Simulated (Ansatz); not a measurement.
**Geometry relaxation of Ir₄O (part 1 of 3)**

System: Ir₄O (slab, 5 atoms in the cell).
Method: DFT r2SCAN, scalar-relativistic, plane waves, PAW, no spin polarisation (Ansatz 0.2.0).

The structure derives from an entry of the Crystallography Open Database. The input holds or restrains some coordinates. Forces given for the steps count only the free coordinates. It belongs to a series of runs on one base structure; here: O put over an Ir atom of a lower plane.

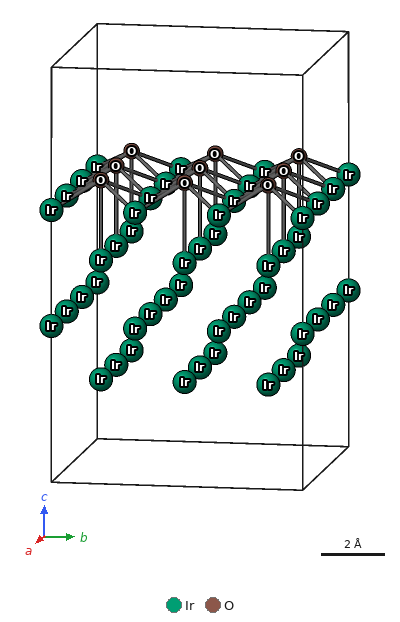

*The structure as given in the input (ball-and-stick view of the 3 × 3 repeat of the cell, with the vacuum cut short, seen slightly off an axis). An atom can appear more than once, as a periodic image.*

Results in brief

| quantity | value |
| --- | --- |
| outcome | converged under the restraints of the input |
| electrons treated | 74 |
| free energy | −48358.4990 eV |
| work function, top face | 6.98 eV |
| work function, bottom face | 5.68 eV |
| Fermi energy | 4.081 eV |
| gap on the k-point mesh | none (metallic) |
| final volume | 183.00 Å³ |
| work function (upper face) | 6.98 eV |
| largest force (length of the vector) at the end, held atoms and coordinates included | 1.346 eV/Å |
| hardware | 2 threads of Intel Xeon @ 2.50GHz (Skylake/Cascade Lake), 32 GiB of memory available, shared host |
| wall time | 2.4 min (CPU time 4.6 min) |
| peak memory | 0.87 GiB |

Remarks

The program warns: the exchange-correlation potential is rough where the density is thin. Spin–orbit coupling is left out, which matters for Ir.

Input
```yaml
crystal:
  lattice:
    - [2.7182807111, 0.0, 0.0]
    - [0.0, 2.7182807111, 0.0]
    - [0.0, 0.0, 24.766344172]
  atoms:
    - { symbol: Ir, position: [0.5, 0.5, 0.3432076991] }
    - { symbol: Ir, position: [0.0, 0.0, 0.4208176488] }
    - { symbol: Ir, position: [0.5, 0.5, 0.4989389495] }
    - { symbol: Ir, position: [0.0, 0.0, 0.5725799416] }
    - { symbol: O, position: [0.5, 0.5, 0.6040742952] }
basis:
  ecutwfc: 500
kpoints:
  mp_grid: { grid: [11, 11, 1] }
hamiltonian:
  xc: r2scan
scf:
  occupations: { method: gaussian, width: 0.1 }
output:
  forces: true
  eigenvalues: true
  write_density: true
  write_potential: true
  elf: true
  volumetric_format: npy
relax:
  adjacent_minimum: "off"
  f_tol: 0.03
  max_steps: 70
  constraints: [{ sites: [0, 1] }]
efield:
  axis: 3
  dipole_correction: true
  ramp_width: 0.04
```

Launch command:
```bash
ansatz run input.yaml --threads 2 --pin off --max-ram 5120MiB --backend cpu --events-out ev --progress --plain --runs-dir out
```

Log
```
Engine: ansatz 0.2.0, x86_64-unknown-linux-gnu
Pseudopotentials: kind: paw
Pseudopotential: Ir, paw, valence charge 17, recommended cutoff 500 eV (meta_gga), Ir.paw.azcp
Pseudopotential: O, paw, valence charge 6, recommended cutoff 500 eV (meta_gga), O.paw.azcp
Functional definition: r2SCAN
  parameter k0 = 0.174
  parameter k1 = 0.065
  parameter a1 = 4.9479
  exchange = r2scan_x(k0 = k0, k1 = k1, a1 = a1)
  correlation = r2scan_c
Crystal: 5 atoms, lattice volume = 183.000 Å³
Basis set: ecut = 500 eV, 4519 PW (Γ), exchange–correlation on 80×80×768 points (64 copies of the dense FFT grid, shifted against one another)
Bands: 45, of which v1, the nominal top of the filled ones, is band 37 counted from 1 (36 counted from 0)
Symmetry: 8 space group operations
Space group: P4mm (ITA 99), of the structure as read, at distance tolerance 5.7e-5 Å
k-points: 21 of 121
Non-local potential: Ir, projectors of the file, l = 0: 3, l = 1: 2, l = 2: 2, l = 3: 1
Non-local potential: O, projectors of the file, l = 0: 2, l = 1: 2, l = 2: 1
PAW form: soft (Blöchl's): semilocal exchange-correlation on the pseudo side does not see the compensation charge
PAW frozen core: Ir, regenerated for the run's functional (the file was generated under x = pbe(κ = 0.804, μ = 0.2195149727645171), c = pbe(β = 0.06672455060314922))
PAW frozen core: O, regenerated for the run's functional (the file was generated under x = pbe(κ = 0.804, μ = 0.2195149727645171), c = pbe(β = 0.06672455060314922))
PAW one-centre angular grid: Ir, 590 points (default); XC on 160 Gauss nodes
PAW one-centre angular grid: O, 302 points (default); XC on 160 Gauss nodes
Initial density: superposition of atomic densities (neutral atoms: chi_scale 0, normalization atom), corrected by the library's trained network
Initial wavefunctions: pseudopotential atomic-orbital guess
Functional: x = r2scan, c = r2scan; τ floored in thin density (d = 2e-4 eV/Å³)
SCF iter   1: F=—  HF=-48357.599526 eV  |F-HF|=—  |Δ(HF+E_count)|=         —  Δρ=2.45e-2  dr2=1.69e1  dr2_τ=3.15e-1  ethr=1.77e-3  p=-0.012 e·Å  D=-1.18e-2 V/Å  ΔV_dip=0.29 eV  dr2_dipole=5.82e0  V_vac-E_F(+/−)=5.61/5.31 eV  ⟨swp⟩=8.0  Hψ=4443  notcnv=0
efield: sawtooth ramp at fractional position 0.9536 (placed from the atoms, in the widest stretch of the axis that holds none; the zero of the levels goes with the place), width 0.0400; the density the first Hamiltonian is built on has a dipole p = -0.012 e·Å; the dipole correction subtracts the counter field D = -1.18e-2 V/Å, which shifts the + side's vacuum level by +0.29 eV against the − side's; the planar-averaged density in the ramp window peaks in size at 1.4e-5 e/Å³
preconditioner: auto → LDOS  [metal: Δε(μ)=0.027 eV  Ē_g=8.046 eV  σ=0.100 eV  W_gap=0.15  n_scr=30 (ndim 8)  ℏωp=17.8 eV  f_vac=0.615  D(μ)=6.47/eV (n_scr^D=54)  β→1.0]
SCF iter   2: F=—  HF=-48357.572722 eV  |F-HF|=—  |Δ(HF+E_count)|=   2.68e-2  Δρ=1.09e-2  dr2=3.52e-1  dr2_τ=2.06e-1  ethr=1.77e-3  p=0.000 e·Å  D=1.42e-4 V/Å  ΔV_dip=-0.00 eV  dr2_dipole=4.79e-2  V_vac-E_F(+/−)=5.64/5.65 eV  ⟨swp⟩=2.1  Hψ=1216  notcnv=0  defer=43
SCF iter   3: F=—  HF=-48357.571511 eV  |F-HF|=—  |Δ(HF+E_count)|=   1.21e-3  Δρ=3.01e-3  dr2=3.69e-2  dr2_τ=4.19e-3  ethr=4.76e-4  p=0.007 e·Å  D=7.21e-3 V/Å  ΔV_dip=-0.18 eV  dr2_dipole=7.42e-3  V_vac-E_F(+/−)=5.44/5.62 eV  ⟨swp⟩=2.0  Hψ=1437  notcnv=0  defer=43
SCF iter   4: F=—  HF=-48357.571405 eV  |F-HF|=—  |Δ(HF+E_count)|=   1.06e-4  Δρ=1.17e-3  dr2=3.92e-3  dr2_τ=2.49e-4  ethr=4.99e-5  p=0.007 e·Å  D=7.06e-3 V/Å  ΔV_dip=-0.17 eV  dr2_dipole=6.17e-5  V_vac-E_F(+/−)=5.46/5.64 eV  ⟨swp⟩=2.1  Hψ=1327  notcnv=0  defer=42
SCF iter   5: F=—  HF=-48357.571778 eV  |F-HF|=—  |Δ(HF+E_count)|=   3.73e-4  Δρ=6.88e-4  dr2=1.80e-3  dr2_τ=6.91e-5  ethr=5.30e-6  p=0.009 e·Å  D=8.43e-3 V/Å  ΔV_dip=-0.21 eV  dr2_dipole=1.89e-4  V_vac-E_F(+/−)=5.43/5.64 eV  ⟨swp⟩=2.7  Hψ=1608  notcnv=0  defer=42
SCF iter   6: F=—  HF=-48357.571694 eV  |F-HF|=—  |Δ(HF+E_count)|=   8.41e-5  Δρ=2.07e-4  dr2=1.34e-4  dr2_τ=6.44e-6  ethr=2.43e-6  p=0.009 e·Å  D=8.86e-3 V/Å  ΔV_dip=-0.22 eV  dr2_dipole=8.38e-6  V_vac-E_F(+/−)=5.43/5.65 eV  ⟨swp⟩=2.2  Hψ=1404  notcnv=0  defer=42
SCF iter   7: F=-48357.571689 eV  HF=-48357.571703 eV  |F-HF|=1.37e-5  |Δ(HF+E_count)|=   8.43e-6  Δρ=6.94e-5  dr2=1.55e-5  dr2_τ=1.13e-6  ethr=3.04e-8  p=0.009 e·Å  D=8.97e-3 V/Å  ΔV_dip=-0.22 eV  dr2_dipole=3.52e-6  V_vac-E_F(+/−)=5.42/5.65 eV  ⟨swp⟩=22.5  Hψ=10847  notcnv=0
SCF 1 converged in 7 iterations: F = -48357.571689 eV  dr2 = 1.55e-5
  greatest PAW one-centre occupation: 1.002 electrons in one spin orbital (limit 2), on the Ir atom at site 3 (counted from 0), in its partial waves of l = 1
relax step   1: F+E_penalty+E_count = -48357.57168897 eV  Δ(F+E_penalty+E_count) = +0.000e0 eV  max|allowed force component| = 4.118e0 eV/Å  Δτ_max = 0.0000 Å  (7 SCF iters, dr2 threshold 2.25e-5 eV, accepted)
Initial density: handed on by an earlier stage of this run
Initial wavefunctions: those handed on with the density
iter 1 solved again at ethr=1.11e-3 eV; its pass at ethr=3.10e-3 eV (dr2=8.20e-1 eV) is discarded
SCF iter   1: F=—  HF=-48357.651589 eV  |F-HF|=—  |Δ(HF+E_count)|=         —  Δρ=1.78e-2  dr2=8.05e-1  dr2_τ=4.46e0  ethr=1.11e-3  p=0.009 e·Å  D=8.96e-3 V/Å  ΔV_dip=-0.22 eV  dr2_dipole=3.17e-2  V_vac-E_F(+/−)=5.39/5.61 eV  ⟨swp⟩=1.0  Hψ=3910  notcnv=0  defer=26
efield: sawtooth ramp at fractional position 0.9536 (handed on by an earlier solve), width 0.0400; the density the first Hamiltonian is built on has a dipole p = 0.009 e·Å; the dipole correction subtracts the counter field D = 8.96e-3 V/Å, which shifts the + side's vacuum level by -0.22 eV against the − side's; the planar-averaged density in the ramp window peaks in size at 7.1e-6 e/Å³
preconditioner: auto → LDOS  [metal: Δε(μ)=0.060 eV  Ē_g=7.823 eV  σ=0.100 eV  W_gap=0.32  n_scr=30 (ndim 8)  ℏωp=17.8 eV  f_vac=0.610  D(μ)=4.41/eV (n_scr^D=16)  β→1.0]
SCF iter   2: F=—  HF=-48358.283463 eV  |F-HF|=—  |Δ(HF+E_count)|=   6.32e-1  Δρ=8.62e-3  dr2=4.50e-1  dr2_τ=4.03e-2  ethr=1.09e-3  p=-0.029 e·Å  D=-2.89e-2 V/Å  ΔV_dip=0.71 eV  dr2_dipole=2.44e-3  V_vac-E_F(+/−)=6.31/5.60 eV  ⟨swp⟩=3.3  Hψ=1710  notcnv=0  defer=26
SCF iter   3: F=—  HF=-48358.239614 eV  |F-HF|=—  |Δ(HF+E_count)|=   4.38e-2  Δρ=2.39e-3  dr2=1.51e-2  dr2_τ=3.08e-3  ethr=6.08e-4  p=-0.025 e·Å  D=-2.45e-2 V/Å  ΔV_dip=0.61 eV  dr2_dipole=8.06e-5  V_vac-E_F(+/−)=6.20/5.59 eV  ⟨swp⟩=2.0  Hψ=1618  notcnv=0  defer=42
SCF iter   4: F=—  HF=-48358.236942 eV  |F-HF|=—  |Δ(HF+E_count)|=   2.67e-3  Δρ=1.12e-3  dr2=4.48e-3  dr2_τ=5.65e-4  ethr=2.04e-5  p=-0.025 e·Å  D=-2.51e-2 V/Å  ΔV_dip=0.62 eV  dr2_dipole=1.81e-4  V_vac-E_F(+/−)=6.21/5.58 eV  ⟨swp⟩=3.0  Hψ=1881  notcnv=0  defer=42
SCF iter   5: F=—  HF=-48358.236374 eV  |F-HF|=—  |Δ(HF+E_count)|=   5.68e-4  Δρ=3.34e-4  dr2=2.07e-4  dr2_τ=2.74e-5  ethr=6.05e-6  p=-0.025 e·Å  D=-2.50e-2 V/Å  ΔV_dip=0.62 eV  dr2_dipole=5.26e-6  V_vac-E_F(+/−)=6.20/5.58 eV  ⟨swp⟩=2.0  Hψ=1332  notcnv=0  defer=42
SCF iter   6: F=—  HF=-48358.236399 eV  |F-HF|=—  |Δ(HF+E_count)|=   2.55e-5  Δρ=1.02e-4  dr2=3.68e-5  dr2_τ=3.00e-6  ethr=1.35e-7  p=-0.025 e·Å  D=-2.47e-2 V/Å  ΔV_dip=0.61 eV  dr2_dipole=7.57e-7  V_vac-E_F(+/−)=6.19/5.58 eV  ⟨swp⟩=22.7  Hψ=11396  notcnv=0
SCF iter   7: F=-48358.236398 eV  HF=-48358.236402 eV  |F-HF|=4.01e-6  |Δ(HF+E_count)|=   2.79e-6  Δρ=3.70e-5  dr2=5.87e-6  dr2_τ=4.66e-7  ethr=4.98e-8  p=-0.025 e·Å  D=-2.48e-2 V/Å  ΔV_dip=0.61 eV  dr2_dipole=4.57e-7  V_vac-E_F(+/−)=6.19/5.57 eV  ⟨swp⟩=18.0  Hψ=9799  notcnv=0
SCF 2 converged in 7 iterations: F = -48358.236398 eV  dr2 = 5.87e-6
  Residual-converged pass: ⟨swp⟩=1.0  Hψ=1030  notcnv=0  max |occ|·‖R‖ = 7.0e-9 eV (tolerance 1.0e-8 eV)  dr2=5.87e-6  dr2_τ=4.66e-7  dr2_onsite=6.86e-8  max |Δocc| = 1.5e-10
  greatest PAW one-centre occupation: 1.001 electrons in one spin orbital (limit 2), on the Ir atom at site 3 (counted from 0), in its partial waves of l = 1
relax step   2: F+E_penalty+E_count = -48358.23639806 eV  Δ(F+E_penalty+E_count) = -6.647e-1 eV  max|allowed force component| = 1.989e0 eV/Å  Δτ_max = 0.1944 Å  (7 SCF iters, dr2 threshold 1.00e-4 eV, accepted)
iter 1 solved again at ethr=8.52e-4 eV; its pass at ethr=3.10e-3 eV (dr2=6.31e-1 eV) is discarded
SCF iter   1: F=—  HF=-48358.303828 eV  |F-HF|=—  |Δ(HF+E_count)|=         —  Δρ=1.44e-2  dr2=7.06e-1  dr2_τ=2.29e0  ethr=8.52e-4  p=-0.025 e·Å  D=-2.48e-2 V/Å  ΔV_dip=0.61 eV  dr2_dipole=2.15e-1  V_vac-E_F(+/−)=6.22/5.61 eV  ⟨swp⟩=1.6  Hψ=3777  notcnv=0  defer=34
efield: sawtooth ramp at fractional position 0.9536 (handed on by an earlier solve), width 0.0400; the density the first Hamiltonian is built on has a dipole p = -0.025 e·Å; the dipole correction subtracts the counter field D = -2.48e-2 V/Å, which shifts the + side's vacuum level by +0.61 eV against the − side's; the planar-averaged density in the ramp window peaks in size at 1.4e-5 e/Å³
eigensolver tolerance schedule calibrated: the retry pair's looser diagonalisation under-reported the residual by θ = 0.11 (0.19/decade); ethr = c·dr2/N_el runs at the constant in force after the calibration composes with the one it found (an armed cap, an earlier calibration), c = 2.7e-2
preconditioner: auto → LDOS  [insulator: Δε(μ)=0.120 eV  Ē_g=7.599 eV  σ=0.100 eV  W_gap=0.57  n_scr=30 (ndim 8)  ℏωp=17.8 eV  f_vac=0.604  D(μ)=2.71/eV (n_scr^D=12)  ε∞_Penn≈6.5  β→1.0]
SCF iter   2: F=—  HF=-48358.497099 eV  |F-HF|=—  |Δ(HF+E_count)|=   1.93e-1  Δρ=6.94e-3  dr2=5.60e-1  dr2_τ=2.97e-2  ethr=2.60e-4  p=-0.068 e·Å  D=-6.69e-2 V/Å  ΔV_dip=1.66 eV  dr2_dipole=8.15e-2  V_vac-E_F(+/−)=7.27/5.61 eV  ⟨swp⟩=3.0  Hψ=2247  notcnv=0  defer=34
SCF iter   3: F=—  HF=-48358.466972 eV  |F-HF|=—  |Δ(HF+E_count)|=   3.01e-2  Δρ=2.44e-3  dr2=5.33e-2  dr2_τ=4.25e-3  ethr=2.06e-4  p=-0.054 e·Å  D=-5.35e-2 V/Å  ΔV_dip=1.33 eV  dr2_dipole=3.71e-3  V_vac-E_F(+/−)=6.96/5.63 eV  ⟨swp⟩=2.0  Hψ=1565  notcnv=0  defer=37
SCF iter   4: F=—  HF=-48358.464822 eV  |F-HF|=—  |Δ(HF+E_count)|=   2.15e-3  Δρ=6.32e-4  dr2=2.89e-3  dr2_τ=8.12e-5  ethr=1.96e-5  p=-0.052 e·Å  D=-5.14e-2 V/Å  ΔV_dip=1.27 eV  dr2_dipole=6.36e-4  V_vac-E_F(+/−)=6.90/5.63 eV  ⟨swp⟩=2.5  Hψ=1569  notcnv=0  defer=38
SCF iter   5: F=—  HF=-48358.464984 eV  |F-HF|=—  |Δ(HF+E_count)|=   1.62e-4  Δρ=2.40e-4  dr2=2.98e-4  dr2_τ=2.71e-5  ethr=1.07e-6  p=-0.052 e·Å  D=-5.10e-2 V/Å  ΔV_dip=1.26 eV  dr2_dipole=1.17e-5  V_vac-E_F(+/−)=6.90/5.64 eV  ⟨swp⟩=2.7  Hψ=1794  notcnv=0  defer=38
SCF iter   6: F=-48358.464902 eV  HF=-48358.464918 eV  |F-HF|=1.60e-5  |Δ(HF+E_count)|=   6.59e-5  Δρ=6.31e-5  dr2=1.44e-5  dr2_τ=2.42e-6  ethr=3.68e-8  p=-0.052 e·Å  D=-5.10e-2 V/Å  ΔV_dip=1.26 eV  dr2_dipole=4.33e-6  V_vac-E_F(+/−)=6.89/5.63 eV  ⟨swp⟩=22.9  Hψ=11503  notcnv=0
SCF 3 converged in 6 iterations: F = -48358.464902 eV  dr2 = 1.44e-5
  greatest PAW one-centre occupation: 1.001 electrons in one spin orbital (limit 2), on the Ir atom at site 0 (counted from 0), in its partial waves of l = 1
relax step   3: F+E_penalty+E_count = -48358.46490225 eV  Δ(F+E_penalty+E_count) = -2.285e-1 eV  max|allowed force component| = 1.027e0 eV/Å  Δτ_max = 0.2000 Å  (6 SCF iters, dr2 threshold 1.00e-4 eV, accepted)
```
